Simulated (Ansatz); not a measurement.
Geometry relaxation, with input and output: ZrO (part 2 of 2)

Continued. System: ZrO (4 atoms in the cell). Method: DFT PBE, scalar-relativistic, plane waves, PAW, no spin polarisation (Ansatz 0.2.0); cutoff 420 eV, 6×6×4 k-mesh, Gaussian smearing of 0.1 eV. The structure was made by swapping elements on the sites of another compound; it need not be a known phase. It belongs to a series of runs on one base structure; here: Sn -> Zr on all its sites, cell and atoms relaxed.

Geometry of the input (Å; fractional positions):
```
4.2993  0.0000  0.0000
0.0000  4.2993  0.0000
0.0000  0.0000  5.6308
Zr 0.0000  0.5000  0.2288
Zr 0.5000  0.0000  0.7712
O  0.5000  0.5000  0.0000
O  0.0000  0.0000  0.0000
```

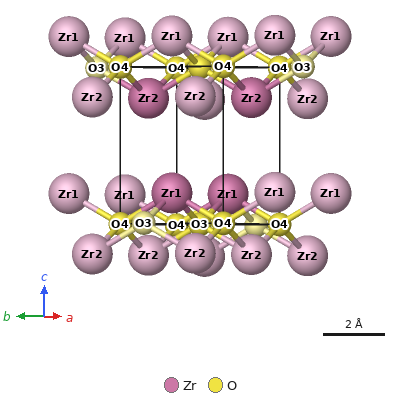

**Figure 1.** The geometry at step 3 of the log (ball-and-stick view of the cell of the calculation, seen at an oblique angle; neighbours outside the cell are drawn fainter; atoms are numbered from 1 in the order of the input).

### Log, continued
```
SCF iter   1: F=—  HF=-9507.157777 eV  |F-HF|=—  |Δ(HF+E_count)|=         —  Δρ=9.82e-3  dr2=7.97e-2  ethr=2.17e-4  ⟨swp⟩=1.0  Hψ=3914  notcnv=0
preconditioner: auto → Kerker (q_TF=auto, 2.471 Å⁻¹)  [metal: Δε(μ)=0.077 eV  Ē_g=9.557 eV  σ=0.100 eV  W_gap=0.41  n_scr=18 (ndim 8)  ℏωp=20.5 eV  f_vac=0.000  D(μ)=2.46/eV (n_scr^D=20)]
SCF iter   2: F=—  HF=-9507.147395 eV  |F-HF|=—  |Δ(HF+E_count)|=   1.04e-2  Δρ=5.06e-3  dr2=2.61e-2  ethr=2.17e-4  ⟨swp⟩=2.2  Hψ=828  notcnv=0
SCF iter   3: F=—  HF=-9507.142627 eV  |F-HF|=—  |Δ(HF+E_count)|=   4.77e-3  Δρ=2.24e-3  dr2=8.70e-3  ethr=7.24e-5  ⟨swp⟩=2.1  Hψ=885  notcnv=0
SCF iter   4: F=—  HF=-9507.140474 eV  |F-HF|=—  |Δ(HF+E_count)|=   2.15e-3  Δρ=9.46e-4  dr2=6.40e-4  ethr=2.42e-5  ⟨swp⟩=2.0  Hψ=883  notcnv=0
SCF iter   5: F=—  HF=-9507.140325 eV  |F-HF|=—  |Δ(HF+E_count)|=   1.49e-4  Δρ=1.52e-4  dr2=1.24e-5  ethr=1.78e-6  ⟨swp⟩=2.1  Hψ=998  notcnv=0
SCF iter   6: F=—  HF=-9507.140340 eV  |F-HF|=—  |Δ(HF+E_count)|=   1.56e-5  Δρ=3.46e-5  dr2=6.83e-7  ethr=3.46e-8  ⟨swp⟩=2.1  Hψ=936  notcnv=0
SCF iter   7: F=—  HF=-9507.140342 eV  |F-HF|=—  |Δ(HF+E_count)|=   2.17e-6  Δρ=7.01e-6  dr2=3.58e-8  ethr=1.90e-9  ⟨swp⟩=2.0  Hψ=905  notcnv=0
SCF iter   8: F=-9507.140342 eV  HF=-9507.140342 eV  |F-HF|=3.06e-10  |Δ(HF+E_count)|=   5.53e-9  Δρ=1.76e-6  dr2=1.83e-9  ethr=1.11e-11  ⟨swp⟩=4.7  Hψ=2649  notcnv=0
the search or the solves at the SCF's close seem to have found levels that the self-consistency loop had missed (the run counts 2). By its estimate they hold under 1e-12 electrons; where the run keeps them, the occupations were computed again with them
SCF 6 converged in 8 iterations: F = -9507.140342 eV  dr2 = 1.83e-9
relax step   6: F+E_penalty+E_count = -9507.14034241 eV  Δ(F+E_penalty+E_count) = -1.338e-1 eV  max|allowed force component| = 3.218e-1 eV/Å  Δτ_max = 0.0646 Å  P = -0.374 GPa  Ω = 65.177 Å³  energy of the carried Pulay correction = +7.493e-2 eV  (8 SCF iters, accepted)
Crystal: 4 atoms, lattice volume = 64.566 Å³
Basis set: ecut = 420 eV, 1249 PW (Γ), exchange–correlation on 60×60×80 points (8 copies of the dense FFT grid, shifted against one another)
iter 1 solved again at ethr=1.19e-5 eV; its pass at ethr=3.10e-3 eV (dr2=4.28e-3 eV) is discarded
SCF iter   1: F=—  HF=-9507.150057 eV  |F-HF|=—  |Δ(HF+E_count)|=         —  Δρ=2.45e-3  dr2=4.06e-3  ethr=1.19e-5  ⟨swp⟩=2.0  Hψ=3395  notcnv=0
preconditioner: auto → Kerker (q_TF=auto, 2.475 Å⁻¹)  [metal: Δε(μ)=0.063 eV  Ē_g=9.392 eV  σ=0.100 eV  W_gap=0.34  n_scr=18 (ndim 8)  ℏωp=20.7 eV  f_vac=0.000  D(μ)=2.10/eV (n_scr^D=14)]
SCF iter   2: F=—  HF=-9507.149454 eV  |F-HF|=—  |Δ(HF+E_count)|=   6.03e-4  Δρ=1.16e-3  dr2=1.10e-3  ethr=1.13e-5  ⟨swp⟩=2.0  Hψ=810  notcnv=0
SCF iter   3: F=—  HF=-9507.149249 eV  |F-HF|=—  |Δ(HF+E_count)|=   2.05e-4  Δρ=4.84e-4  dr2=3.84e-4  ethr=3.05e-6  ⟨swp⟩=2.1  Hψ=819  notcnv=0
SCF iter   4: F=—  HF=-9507.149162 eV  |F-HF|=—  |Δ(HF+E_count)|=   8.61e-5  Δρ=1.91e-4  dr2=3.27e-5  ethr=1.07e-6  ⟨swp⟩=2.0  Hψ=873  notcnv=0
SCF iter   5: F=—  HF=-9507.149153 eV  |F-HF|=—  |Δ(HF+E_count)|=   9.37e-6  Δρ=3.76e-5  dr2=9.85e-7  ethr=9.08e-8  ⟨swp⟩=2.6  Hψ=996  notcnv=0
SCF iter   6: F=-9507.149153 eV  HF=-9507.149153 eV  |F-HF|=1.19e-8  |Δ(HF+E_count)|=   1.85e-7  Δρ=7.87e-6  dr2=2.94e-8  ethr=1.11e-9  ⟨swp⟩=5.2  Hψ=2969  notcnv=0
the search or the solves at the SCF's close seem to have found levels that the self-consistency loop had missed (the run counts 1). By its estimate they hold under 1e-12 electrons; where the run keeps them, the occupations were computed again with them
SCF 7 converged in 6 iterations: F = -9507.149153 eV  dr2 = 2.94e-8
relax step   7: F+E_penalty+E_count = -9507.14915328 eV  Δ(F+E_penalty+E_count) = -8.811e-3 eV  max|allowed force component| = 3.394e-2 eV/Å  Δτ_max = 0.0238 Å  P = -0.294 GPa  Ω = 64.566 Å³  energy of the carried Pulay correction = +7.638e-2 eV  (6 SCF iters, dr2 threshold 4.00e-7 eV, accepted)
Basis set: ecut = 420 eV, 1249 PW (Γ), exchange–correlation on 50×50×72 points (8 copies of the dense FFT grid, shifted against one another)
Initial wavefunctions: pseudopotential atomic-orbital guess (no wavefunctions were taken with the density)
iter 1 solved again at ethr=1.04e-7 eV; its pass at ethr=3.10e-3 eV (dr2=3.75e-5 eV) is discarded
SCF iter   1: F=—  HF=-9507.137392 eV  |F-HF|=—  |Δ(HF+E_count)|=         —  Δρ=5.43e-4  dr2=2.55e-5  ethr=1.04e-7  ⟨swp⟩=3.0  Hψ=4515  notcnv=0
preconditioner: auto → Kerker (q_TF=auto, 2.475 Å⁻¹)  [metal: Δε(μ)=0.063 eV  Ē_g=9.415 eV  σ=0.100 eV  W_gap=0.34  n_scr=18 (ndim 8)  ℏωp=20.7 eV  f_vac=0.000  D(μ)=2.16/eV (n_scr^D=18)]
SCF iter   2: F=—  HF=-9507.137423 eV  |F-HF|=—  |Δ(HF+E_count)|=   3.10e-5  Δρ=2.69e-4  dr2=7.85e-6  ethr=7.09e-8  ⟨swp⟩=2.0  Hψ=907  notcnv=0
SCF iter   3: F=—  HF=-9507.137437 eV  |F-HF|=—  |Δ(HF+E_count)|=   1.44e-5  Δρ=1.05e-4  dr2=8.44e-7  ethr=2.18e-8  ⟨swp⟩=2.0  Hψ=817  notcnv=0
SCF iter   4: F=—  HF=-9507.137439 eV  |F-HF|=—  |Δ(HF+E_count)|=   2.47e-6  Δρ=3.92e-6  dr2=7.28e-9  ethr=2.34e-9  ⟨swp⟩=2.0  Hψ=937  notcnv=0
SCF iter   5: F=-9507.137439 eV  HF=-9507.137439 eV  |F-HF|=2.55e-11  |Δ(HF+E_count)|=   2.53e-9  Δρ=6.85e-7  dr2=4.49e-10  ethr=1.11e-11  ⟨swp⟩=4.0  Hψ=2202  notcnv=0
SCF 8 converged in 5 iterations: F = -9507.137439 eV  dr2 = 4.49e-10
relax step   8: F+E_penalty+E_count = -9507.13743949 eV  Δ(F+E_penalty+E_count) = +1.171e-2 eV  max|allowed force component| = 3.267e-2 eV/Å  Δτ_max = 0.0000 Å  P = -0.647 GPa  Ω = 64.566 Å³  stress off target by 7.78e-1 GPa  SCF on the basis re-selected at this cell (its energy is not comparable with the rows above)  (5 SCF iters)
basis re-selected at this cell: Δ(F+E_penalty+E_count) = +1.171e-2 eV, ΔP = -0.353 GPa vs the last step (what re-selecting the basis moved, of the pressure what is left beyond the Pulay correction that the steps carried, after the strain that the cell walked since its last selection, with what the two solves' SCF thresholds leave and, on support functions, any second-order correction that the steps lacked; it is no measure of the basis error at this ecutwfc). The dense FFT grid was sized anew with the basis: this SCF ran on 25×25×36 points, the steps before it on 30×30×40, so part of this shift can come from that change (see relax.cell in the input reference). This SCF's stress stands 7.78e-1 GPa from its target on what of the cell is left free (relax.cell.stress_tol is 5.00e-1 GPa) and its largest allowed force component is 3.27e-2 eV/Å (relax.f_tol is 5.00e-2 eV/Å): not within both, so this SCF does not close the relaxation
Crystal: 4 atoms, lattice volume = 64.262 Å³
Basis set: ecut = 420 eV, 1233 PW (Γ), exchange–correlation on 50×50×72 points (8 copies of the dense FFT grid, shifted against one another)
iter 1 solved again at ethr=5.29e-7 eV; its pass at ethr=3.10e-3 eV (dr2=1.90e-4 eV) is discarded
SCF iter   1: F=—  HF=-9507.138900 eV  |F-HF|=—  |Δ(HF+E_count)|=         —  Δρ=3.94e-4  dr2=1.67e-4  ethr=5.29e-7  ⟨swp⟩=2.0  Hψ=3644  notcnv=0
preconditioner: auto → Kerker (q_TF=auto, 2.477 Å⁻¹)  [metal: Δε(μ)=0.077 eV  Ē_g=9.427 eV  σ=0.100 eV  W_gap=0.41  n_scr=18 (ndim 8)  ℏωp=20.7 eV  f_vac=0.000  D(μ)=2.17/eV (n_scr^D=18)]
SCF iter   2: F=—  HF=-9507.138864 eV  |F-HF|=—  |Δ(HF+E_count)|=   3.60e-5  Δρ=2.22e-4  dr2=7.91e-5  ethr=4.63e-7  ⟨swp⟩=1.0  Hψ=660  notcnv=0
SCF iter   3: F=—  HF=-9507.138842 eV  |F-HF|=—  |Δ(HF+E_count)|=   2.21e-5  Δρ=9.94e-5  dr2=8.91e-6  ethr=2.20e-7  ⟨swp⟩=2.2  Hψ=941  notcnv=0
SCF iter   4: F=—  HF=-9507.138839 eV  |F-HF|=—  |Δ(HF+E_count)|=   2.50e-6  Δρ=5.19e-5  dr2=2.65e-6  ethr=2.47e-8  ⟨swp⟩=2.0  Hψ=962  notcnv=0
SCF iter   5: F=-9507.138839 eV  HF=-9507.138839 eV  |F-HF|=1.43e-8  |Δ(HF+E_count)|=   5.38e-7  Δρ=1.29e-5  dr2=4.63e-8  ethr=1.11e-9  ⟨swp⟩=3.0  Hψ=2426  notcnv=0
SCF 9 converged in 5 iterations: F = -9507.138839 eV  dr2 = 4.63e-8
relax step   9: F+E_penalty+E_count = -9507.13883862 eV  Δ(F+E_penalty+E_count) = -1.399e-3 eV  max|allowed force component| = 3.825e-3 eV/Å  Δτ_max = 0.0026 Å  P = +0.009 GPa  Ω = 64.262 Å³  energy of the carried Pulay correction = +6.990e-4 eV  (5 SCF iters, dr2 threshold 4.00e-7 eV, accepted)
iter 1 solved again at ethr=7.20e-8 eV; its pass at ethr=3.10e-3 eV (dr2=2.59e-5 eV) is discarded
SCF iter   1: F=—  HF=-9507.138187 eV  |F-HF|=—  |Δ(HF+E_count)|=         —  Δρ=3.53e-5  dr2=1.45e-7  ethr=7.20e-8  ⟨swp⟩=3.0  Hψ=4635  notcnv=0
preconditioner: auto → Kerker (q_TF=auto, 2.477 Å⁻¹)  [metal: Δε(μ)=0.078 eV  Ē_g=9.431 eV  σ=0.100 eV  W_gap=0.41  n_scr=18 (ndim 8)  ℏωp=20.7 eV  f_vac=0.000  D(μ)=2.19/eV (n_scr^D=18)]
SCF iter   2: F=—  HF=-9507.138177 eV  |F-HF|=—  |Δ(HF+E_count)|=   1.02e-5  Δρ=1.79e-5  dr2=4.51e-8  ethr=4.03e-10  ⟨swp⟩=2.0  Hψ=947  notcnv=0
SCF iter   3: F=—  HF=-9507.138177 eV  |F-HF|=—  |Δ(HF+E_count)|=   4.91e-8  Δρ=5.38e-6  dr2=6.08e-9  ethr=1.25e-10  ⟨swp⟩=2.0  Hψ=878  notcnv=0
SCF iter   4: F=-9507.138177 eV  HF=-9507.138177 eV  |F-HF|=1.51e-10  |Δ(HF+E_count)|=   2.96e-9  Δρ=7.11e-7  dr2=2.65e-10  ethr=1.11e-11  ⟨swp⟩=4.0  Hψ=2181  notcnv=0
SCF 10 converged in 4 iterations: F = -9507.138177 eV  dr2 = 2.65e-10
relax step  10: F+E_penalty+E_count = -9507.13817726 eV  Δ(F+E_penalty+E_count) = +6.614e-4 eV  max|allowed force component| = 3.727e-3 eV/Å  Δτ_max = 0.0000 Å  P = -0.006 GPa  Ω = 64.262 Å³  stress off target by 4.55e-2 GPa  SCF on the basis re-selected at this cell (its energy is not comparable with the rows above)  (4 SCF iters)
basis re-selected at this cell: Δ(F+E_penalty+E_count) = +6.614e-4 eV, ΔP = -0.015 GPa vs the last step (what re-selecting the basis moved, of the pressure what is left beyond the Pulay correction that the steps carried, after the strain that the cell walked since its last selection, with what the two solves' SCF thresholds leave and, on support functions, any second-order correction that the steps lacked; it is no measure of the basis error at this ecutwfc). This SCF's stress stands 4.55e-2 GPa from its target on what of the cell is left free (relax.cell.stress_tol is 5.00e-1 GPa) and its largest allowed force component is 3.73e-3 eV/Å (relax.f_tol is 5.00e-2 eV/Å): within both
SCF converged after 4 iterations
Free energy (F): -9507.138177 eV
Harris-Foulkes:  -9507.138177 eV  (|F-HF|=1.51e-10)
Internal energy: -9507.127239 eV  (E = F + TS)
E sigma→0 (E₀):  -9507.132708 eV
Entropy (-TS):   -0.010938 eV (-2.734 meV/atom)
Fermi energy:    12.540611 eV
--- Per-component energies (eV) ---
  E_band       = -248.729350
  E_kinetic    = 1016.918996
  E_local      = -2360.095831  (includes V_loc(G=0)·N_el)
  E_nonlocal   = 251.132434
  E_hartree    = 822.205695
  E_xc         = -471.375081
  E_vxc        = -570.774969  (∫ρ·V_xc dr)
  E_paw        = -6222.884489  (= ΣΔE_a)
  E_vpaw       = -230.326582  (= ΣTr[D̂ρ^β])
  E_aug_tail   = 0.005035  (compensation charges beyond the density's cutoff)
  E_ewald      = -2543.033998
  E_smearing   = -0.010938  (= −TS)
  E_closure    = 0.000000  (closes the sum)
  Σ components = -9507.138177   (vs F -9507.138177, Δ=0.00e0)
--- Forces (eV/Å), atoms counted from 1 ---
  atom   1  Zr     0.00000000     0.00000000    -0.00372652
  atom   2  Zr     0.00000000     0.00000000     0.00372652
  atom   3  O      0.00000000     0.00000000     0.00000000
  atom   4  O      0.00000000     0.00000000    -0.00000000
  max |Σ_I F_I| component: 0.00e0 eV/Å
--- Stress (GPa, compression-positive) ---
       -0.031934       0.000000       0.000000
        0.000000      -0.031934       0.000000
        0.000000       0.000000       0.045504
  P = ⅓ Tr σ = -0.0061 GPa (-0.061 kbar)
--- Band table (eV; the first three rows and the last of 30) ---
  k-point 0: bands = ["-37.6580", "-37.5817", "-16.0569", "-15.7507", "-15.7507", "-15.5373", "-15.5373", "-15.3532", "-7.8539", "-7.4746", "4.8965", "4.8965", "4.9353", "5.6718", "7.8485", "7.8485", "9.8697", "13.3872", "13.4622", "13.6780", "14.2262", "15.0840"]
  k-point 1: bands = ["-37.6510", "-37.5887", "-16.0163", "-15.7319", "-15.7319", "-15.5566", "-15.5566", "-15.4093", "-7.8207", "-7.4723", "4.8403", "4.9113", "4.9113", "5.5908", "7.7876", "7.7876", "10.3756", "13.1699", "13.5370", "14.0230", "14.7411", "14.8594"]
  k-point 2: bands = ["-37.6420", "-37.5977", "-15.9669", "-15.7077", "-15.7077", "-15.5813", "-15.5813", "-15.4740", "-7.7874", "-7.4700", "4.7494", "4.9266", "4.9266", "5.5127", "7.7273", "7.7273", "11.2002", "12.4877", "13.7576", "14.5665", "14.9868", "15.0214"]
  k-point 29: bands = ["-37.5932", "-37.5932", "-16.2271", "-16.2271", "-15.7319", "-15.7319", "-15.5521", "-15.5521", "-7.1067", "-7.1067", "4.7073", "4.7073", "7.1405", "7.1405", "7.7525", "7.7525", "11.6540", "11.6540", "12.2362", "12.2362", "14.4602", "14.4602"]
--- Relaxed structure (8 steps of the walk, 7 accepted, 2 SCFs on fresh bases) ---
  F+E_penalty+E_count = -9507.13817726 eV   max|allowed force component| = 3.727e-3 eV/Å   (the final SCF, on the basis selected at the relaxed cell)
  cell:  # Å, volume = 64.2621 Å³
    - [3.634537389909856, 2.8164618154522704e-33, 0.0]
    - [2.8164618154522704e-33, 3.634537389909856, 0.0]
    - [0.0, 0.0, 4.864702741272638]
  atoms:
    - { symbol: Zr, position: [1.907342989365844e-35, 0.49999999999999994, 0.23405666118144483] }
    - { symbol: Zr, position: [0.49999999999999994, -4.374639883866356e-37, 0.765943338818555] }
    - { symbol: O, position: [0.49999999999999994, 0.49999999999999994, -6.161581943387423e-19] }
    - { symbol: O, position: [-1.802351632153037e-35, -4.287147086189263e-36, -6.161581943387423e-19] }
```

### Trajectory as extended XYZ (Å, eV, eV/Å), 10 frames, from step=1 to step=10
```
4
Lattice="4.2993 0.0000 0.0000 0.0000 4.2993 0.0000 0.0000 0.0000 5.6308" Properties=species:S:1:pos:R:3:forces:R:3 step=1 energy=-9502.08397 pressure_GPa=-26.72
Zr    0.0000    2.1497    1.2882    0.0000   0.0000  -3.2040
Zr    2.1497    0.0000    4.3426    0.0000   0.0000   3.2040
O     2.1497    2.1497    0.0000    0.0000   0.0000   0.0000
O     0.0000    0.0000    0.0000    0.0000   0.0000   0.0000
4
Lattice="4.0897 0.0000 0.0000 0.0000 4.0897 0.0000 0.0000 0.0000 5.4101" Properties=species:S:1:pos:R:3:forces:R:3 step=2 energy=-9504.97316 pressure_GPa=-21.08
Zr    0.0000    2.0449    1.0778    0.0000   0.0000  -1.1945
Zr    2.0449    0.0000    4.3323    0.0000   0.0000   1.1945
O     2.0449    2.0449    0.0000    0.0000   0.0000   0.0000
O     0.0000    0.0000    0.0000    0.0000   0.0000   0.0000
4
Lattice="3.8802 0.0000 0.0000 0.0000 3.8802 0.0000 0.0000 0.0000 5.1929" Properties=species:S:1:pos:R:3:forces:R:3 step=3 energy=-9506.32094 pressure_GPa=-11.11
Zr    0.0000    1.9401    1.0155    0.0000   0.0000   0.7102
Zr    1.9401    0.0000    4.1774    0.0000   0.0000  -0.7102
O     1.9401    1.9401    0.0000    0.0000   0.0000   0.0000
O     0.0000    0.0000    0.0000    0.0000   0.0000   0.0000
4
Lattice="3.7456 0.0000 0.0000 0.0000 3.7456 0.0000 0.0000 0.0000 4.9182" Properties=species:S:1:pos:R:3:forces:R:3 step=4 energy=-9507.00652 pressure_GPa=-5.05
Zr    0.0000    1.8728    1.0717    0.0000   0.0000   0.6642
Zr    1.8728    0.0000    3.8465    0.0000   0.0000  -0.6642
O     1.8728    1.8728    0.0000    0.0000   0.0000   0.0000
O     0.0000    0.0000    0.0000    0.0000   0.0000   0.0000
4
Lattice="3.5880 0.0000 0.0000 0.0000 3.5880 0.0000 0.0000 0.0000 4.6917" Properties=species:S:1:pos:R:3:forces:R:3 step=5 energy=-9506.99186 pressure_GPa=6.56 accepted=F
Zr    0.0000    1.7940    1.1620    0.0000   0.0000  -1.1902
Zr    1.7940    0.0000    3.5297    0.0000   0.0000   1.1902
O     1.7940    1.7940    0.0000    0.0000   0.0000   0.0000
O     0.0000    0.0000    0.0000    0.0000   0.0000   0.0000
4
Lattice="3.6578 0.0000 0.0000 0.0000 3.6578 0.0000 0.0000 0.0000 4.8713" Properties=species:S:1:pos:R:3:forces:R:3 step=6 energy=-9507.14034 pressure_GPa=-0.37
Zr    0.0000    1.8289    1.1174    0.0000   0.0000   0.3218
Zr    1.8289    0.0000    3.7540    0.0000   0.0000  -0.3218
O     1.8289    1.8289    0.0000    0.0000   0.0000   0.0000
O     0.0000    0.0000    0.0000    0.0000   0.0000   0.0000
4
Lattice="3.6437 0.0000 0.0000 0.0000 3.6437 0.0000 0.0000 0.0000 4.8631" Properties=species:S:1:pos:R:3:forces:R:3 step=7 energy=-9507.14915 pressure_GPa=-0.29
Zr    0.0000    1.8219    1.1360    0.0000   0.0000  -0.0339
Zr    1.8219    0.0000    3.7271    0.0000   0.0000   0.0339
O     1.8219    1.8219    0.0000    0.0000   0.0000   0.0000
O     0.0000    0.0000    0.0000    0.0000   0.0000   0.0000
4
Lattice="3.6437 0.0000 0.0000 0.0000 3.6437 0.0000 0.0000 0.0000 4.8631" Properties=species:S:1:pos:R:3:forces:R:3 step=8 energy=-9507.13744 pressure_GPa=-0.65
Zr    0.0000    1.8219    1.1360    0.0000   0.0000  -0.0327
Zr    1.8219    0.0000    3.7271    0.0000   0.0000   0.0327
O     1.8219    1.8219    0.0000    0.0000   0.0000   0.0000
O     0.0000    0.0000    0.0000    0.0000   0.0000   0.0000
4
Lattice="3.6345 0.0000 0.0000 0.0000 3.6345 0.0000 0.0000 0.0000 4.8647" Properties=species:S:1:pos:R:3:forces:R:3 step=9 energy=-9507.13884 pressure_GPa=0.01
Zr    0.0000    1.8173    1.1386    0.0000   0.0000  -0.0038
Zr    1.8173    0.0000    3.7261    0.0000   0.0000   0.0038
O     1.8173    1.8173    0.0000    0.0000   0.0000   0.0000
O     0.0000    0.0000    0.0000    0.0000   0.0000   0.0000
4
Lattice="3.6345 0.0000 0.0000 0.0000 3.6345 0.0000 0.0000 0.0000 4.8647" Properties=species:S:1:pos:R:3:forces:R:3 step=10 energy=-9507.13818 pressure_GPa=-0.01
Zr    0.0000    1.8173    1.1386    0.0000   0.0000  -0.0037
Zr    1.8173    0.0000    3.7261    0.0000   0.0000   0.0037
O     1.8173    1.8173    0.0000    0.0000   0.0000   0.0000
O     0.0000    0.0000    0.0000    0.0000   0.0000   0.0000
```

### Key numbers

```json
{"quantity": "outcome", "value": "converged"}
{"quantity": "space group (tolerance 0.01 Å)", "value": "P4/nmm (129)"}
{"quantity": "electrons treated", "value": "36"}
{"quantity": "free energy", "value": "−9507.1382 eV"}
{"quantity": "Fermi energy", "value": "12.541 eV"}
{"quantity": "gap on the k-point mesh", "value": "none (metallic)"}
{"quantity": "pressure", "value": "−0.01 GPa"}
{"quantity": "final volume", "value": "64.26 Å³"}
{"quantity": "largest force (length of the vector) at the end", "value": "0.004 eV/Å"}
{"quantity": "final cell", "value": "a = 3.635 Å, b = 3.635 Å, c = 4.865 Å, α = 90.00°, β = 90.00°, γ = 90.00°"}
{"quantity": "hardware", "value": "1 thread of Intel Xeon (Sapphire Rapids), 64 GiB of memory available, shared host"}
{"quantity": "wall time", "value": "25 s"}
{"quantity": "peak memory", "value": "0.45 GiB"}
```
